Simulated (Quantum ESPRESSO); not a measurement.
**BN (F-43m): a mode Grüneisen parameter, worked out**

Aim: the Grüneisen parameter and the pressure coefficient of an optical mode of BN (F-43m).

Program: Quantum ESPRESSO 7.5. Level of theory: DFT LDA, scalar-relativistic, plane waves, PseudoDojo norm-conserving pseudopotentials. Results are calculated unless marked as measured.

## 1. Set-up

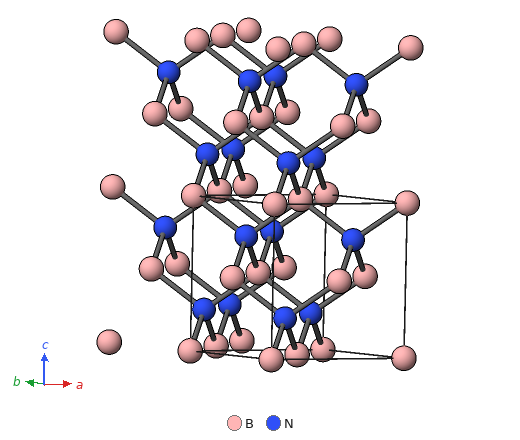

The cell as given, slightly off an axis (boron pink, nitrogen blue). 1×2×2 cells are drawn. This picture shows the conventional cell, with its axes. Bonds to atoms that aren't drawn are left out. Some periodic images of atoms are drawn too.

Structure file:

```cif
data_structure
_symmetry_space_group_name_H-M 'F-43m'
_symmetry_Int_Tables_number 216
_cell_length_a 3.5814
_cell_length_b 3.5814
_cell_length_c 3.5814
_cell_angle_alpha 90.000
_cell_angle_beta 90.000
_cell_angle_gamma 90.000
_cell_volume 45.94
loop_
_atom_site_label
_atom_site_type_symbol
_atom_site_symmetry_multiplicity
_atom_site_Wyckoff_symbol
_atom_site_fract_x
_atom_site_fract_y
_atom_site_fract_z
_atom_site_occupancy
B1 B 4 a 0.00000 0.00000 0.00000 1
N1 N 4 c 0.75000 0.25000 0.75000 1
```

## 2. Runs at several volumes

The relaxed cell is scaled uniformly; in this structure symmetry fixes all atoms, so nothing has to be relaxed anew. Each volume gets a ground state and a response at Γ. The mode followed is the highest one without the macroscopic field, of symmetry T2; longitudinal polar modes lie higher. Cutoff 92 Ry, k mesh 12×12×12.

From the response at V/V₀ = 0.94:

The log of the run:

```text
[banners, grids, parts of the stress and lines that vanish by symmetry left out]
Program PHONON v.7.5
     Reading xml data from directory:

[...]
Exchange-correlation= PW
                           (   1   4   0   0   0   0   0)
[...]
kinetic-energy cut-off    =      92.0000  Ry
     charge density cut-off    =     368.0000  Ry
     convergence threshold     =      1.0E-18
[...]
Exchange-correlation= PW
                           (   1   4   0   0   0   0   0)
[...]
q = (   0.0000000   0.0000000   0.0000000 )
     25 Sym.Ops. (with q -> -q+G )
     G cutoff =  409.7013  (   8657 G-vectors)     FFT grid: ( 30, 30, 30)
     number of k points=    72
[...]
Mode symmetry, T_d (-43m)  point group:
[...]
Dielectric constant
[...]
End of electric fields calculation
          Dielectric constant in cartesian axis
          (       4.454157894      -0.000000000       0.000000000 )
          (      -0.000000000       4.454157894      -0.000000000 )
          (       0.000000000      -0.000000000       4.454157894 )
          Effective charges (d Force / dE) in cartesian axis without acoustic sum rule applied (asr)
           atom    1  B     Mean Z*:        1.84932
      Ex  (        1.84932       -0.00000       -0.00000 )
      Ey  (       -0.00000        1.84932        0.00000 )
      Ez  (       -0.00000        0.00000        1.84932 )
           atom    2  N     Mean Z*:       -1.84935
      Ex  (       -1.84935        0.00000       -0.00000 )
      Ey  (        0.00000       -1.84935        0.00000 )
      Ez  (       -0.00000        0.00000       -1.84935 )
          Effective charges Sum: Mean:       -0.00003
[...]
Effective charges (d Force / dE) in cartesian axis with asr applied:
           atom    1  B     Mean Z*:        1.84933
[...]
atom    2  N     Mean Z*:       -1.84933
[...]
Representation #   1 modes #   1   2   3
[...]
End of self-consistent calculation
     Convergence has been achieved
     Representation #   2 modes #   4   5   6
[...]
End of self-consistent calculation
     Convergence has been achieved
[...]
Dielectric constant in cartesian axis
          (       4.454157894      -0.000000000       0.000000000 )
          (      -0.000000000       4.454157894      -0.000000000 )
          (       0.000000000      -0.000000000       4.454157894 )
          Effective charges (d Force / dE) in cartesian axis without acoustic sum rule applied (asr)
           atom    1  B     Mean Z*:        1.84932
      Ex  (        1.84932       -0.00000       -0.00000 )
      Ey  (       -0.00000        1.84932        0.00000 )
      Ez  (       -0.00000        0.00000        1.84932 )
           atom    2  N     Mean Z*:       -1.84935
      Ex  (       -1.84935        0.00000       -0.00000 )
      Ey  (        0.00000       -1.84935        0.00000 )
      Ez  (       -0.00000        0.00000       -1.84935 )
          Effective charges Sum: Mean:       -0.00003
[...]
Effective charges (d Force / dE) in cartesian axis with asr applied:
           atom    1  B     Mean Z*:        1.84933
[...]
atom    2  N     Mean Z*:       -1.84933
[...]
q = (    0.000000000   0.000000000   0.000000000 )
[...]
freq (    1) =       0.053192 [THz] =       1.774278 [cm-1]
     freq (    2) =       0.053192 [THz] =       1.774278 [cm-1]
     freq (    3) =       0.053192 [THz] =       1.774278 [cm-1]
     freq (    4) =      34.530039 [THz] =    1151.798116 [cm-1]
     freq (    5) =      34.530039 [THz] =    1151.798116 [cm-1]
     freq (    6) =      34.530039 [THz] =    1151.798116 [cm-1]
[...]
Mode symmetry, T_d (-43m)  point group:
     freq (   1-   3) =          1.8  [cm-1]   --> T_2  G_15 P_4   I+R
     freq (   4-   6) =       1151.8  [cm-1]   --> T_2  G_15 P_4   I+R

   JOB DONE.
```

One volume, V/V₀ = 0.97, is held back as a test.

```tsv
V/V₀	volume (Å³/atom)	pressure (GPa)	ω (cm⁻¹)
0.94	5.397	27.75	1151.80
0.97	5.570	12.92	held back
1	5.742	0.03	1068.63
1.03	5.914	-11.19	1030.33
1.06	6.086	-20.96	994.00
```

## 3. The fit

The mode Grüneisen parameter is γ = −d ln ω / d ln V.

```tsv
ln(V/V₀)	ln ω
-0.0619	7.0491
0.0000	6.9741
0.0296	6.9376
0.0583	6.9017
```

A straight line through these points has the slope -1.225, so γ = 1.23; at V/V₀ = 0.97 it predicts ω = exp(6.9736 + 0.0373) = 1108.67 cm⁻¹.

A parabola of pressure against ln V through V/V₀ = 0.97, 1 and 1.03 gives the bulk modulus B = −dP/d ln V = 401 GPa at V₀. With ω₀ from the fitted line the pressure coefficient follows as dω/dP = γ ω₀ / B = 1.23 × 1068.1 / 401 = 3.26 cm⁻¹/GPa.

## 4. The run that was held back

The log of the run:

```text
[banners, grids, parts of the stress and lines that vanish by symmetry left out]
[banner, memory and clock lines left out]
Program PHONON v.7.5

[...]
Exchange-correlation= PW
                           (   1   4   0   0   0   0   0)
[...]
kinetic-energy cut-off    =      92.0000  Ry
     charge density cut-off    =     368.0000  Ry
     convergence threshold     =      1.0E-18
[...]
Exchange-correlation= PW
                           (   1   4   0   0   0   0   0)
[...]
q = (   0.0000000   0.0000000   0.0000000 )
     25 Sym.Ops. (with q -> -q+G )
     G cutoff =  418.3726  (   8873 G-vectors)     FFT grid: ( 30, 30, 30)
     number of k points=    72
[...]
Mode symmetry, T_d (-43m)  point group:
[...]
Dielectric constant
[...]
End of electric fields calculation
          Dielectric constant in cartesian axis
          (       4.479703802       0.000000000       0.000000000 )
          (       0.000000000       4.479703802      -0.000000000 )
          (       0.000000000      -0.000000000       4.479703802 )
          Effective charges (d Force / dE) in cartesian axis without acoustic sum rule applied (asr)
           atom    1  B     Mean Z*:        1.86410
      Ex  (        1.86410        0.00000        0.00000 )
      Ey  (        0.00000        1.86410       -0.00000 )
      Ez  (       -0.00000       -0.00000        1.86410 )
           atom    2  N     Mean Z*:       -1.86413
      Ex  (       -1.86413        0.00000        0.00000 )
      Ey  (       -0.00000       -1.86413       -0.00000 )
      Ez  (        0.00000       -0.00000       -1.86413 )
[...]
Representation #   1 modes #   1   2   3
[...]
End of self-consistent calculation
     Convergence has been achieved
     Representation #   2 modes #   4   5   6
[...]
End of self-consistent calculation
     Convergence has been achieved
[...]
Dielectric constant in cartesian axis
          (       4.479703802       0.000000000       0.000000000 )
          (       0.000000000       4.479703802      -0.000000000 )
          (       0.000000000      -0.000000000       4.479703802 )
          Effective charges (d Force / dE) in cartesian axis without acoustic sum rule applied (asr)
           atom    1  B     Mean Z*:        1.86410
      Ex  (        1.86410        0.00000        0.00000 )
      Ey  (        0.00000        1.86410       -0.00000 )
      Ez  (       -0.00000       -0.00000        1.86410 )
           atom    2  N     Mean Z*:       -1.86413
      Ex  (       -1.86413        0.00000        0.00000 )
      Ey  (       -0.00000       -1.86413       -0.00000 )
      Ez  (        0.00000       -0.00000       -1.86413 )
          Effective charges Sum: Mean:       -0.00003
[...]
Effective charges (d Force / dE) in cartesian axis with asr applied:
           atom    1  B     Mean Z*:        1.86412
[...]
atom    2  N     Mean Z*:       -1.86412
[...]
q = (    0.000000000   0.000000000   0.000000000 )
[...]
freq (    1) =      -0.047020 [THz] =      -1.568435 [cm-1]
     freq (    2) =      -0.047020 [THz] =      -1.568435 [cm-1]
     freq (    3) =      -0.047020 [THz] =      -1.568435 [cm-1]
     freq (    4) =      33.248695 [THz] =    1109.057077 [cm-1]
     freq (    5) =      33.248695 [THz] =    1109.057077 [cm-1]
     freq (    6) =      33.248695 [THz] =    1109.057077 [cm-1]
[...]
Mode symmetry, T_d (-43m)  point group:
     freq (   1-   3) =         -1.6  [cm-1]   --> T_2  G_15 P_4   I+R
     freq (   4-   6) =       1109.1  [cm-1]   --> T_2  G_15 P_4   I+R
```

It gives 1109.06 cm⁻¹ against the predicted 1108.67 cm⁻¹, a miss of 0.4 cm⁻¹.

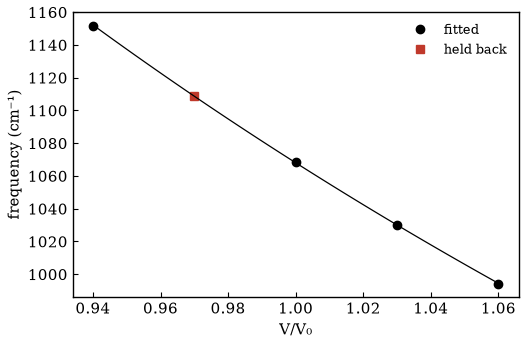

Frequency against volume, with the power-law fit.

## 5. Outcome

```json
{
 "mode Grüneisen parameter": "1.225",
 "bulk modulus": "401 GPa",
 "pressure coefficient": "3.26 cm⁻¹/GPa"
}
```

The highest optical mode of BN (F-43m) without the LO-TO term stiffens by 3.26 cm⁻¹ a GPa near the relaxed volume, with γ = 1.23. The power law meets all 5 runs within 0.06 %; between neighbouring volumes γ runs from 1.20 to 1.25. Such a coefficient turns a measured shift of this mode into a hydrostatic stress; uniaxial or biaxial stress splits the mode and needs deformation potentials. These are harmonic values at zero temperature for the structure held cubic, which a run at Γ can't show to be stable; the bulk modulus rests on three points.

[Host names and launcher messages were left out of these logs when they were recorded.]

[Logs are printed without paths, hosts, clocks, repeated set-up lines and the standing remarks that a program may print on its own settings, such as how far it seeks lower states.]

[Hosts, paths, dates, database ids (printed as entryN), source tags and the programs' standing remarks are cut or masked in the printed files.]
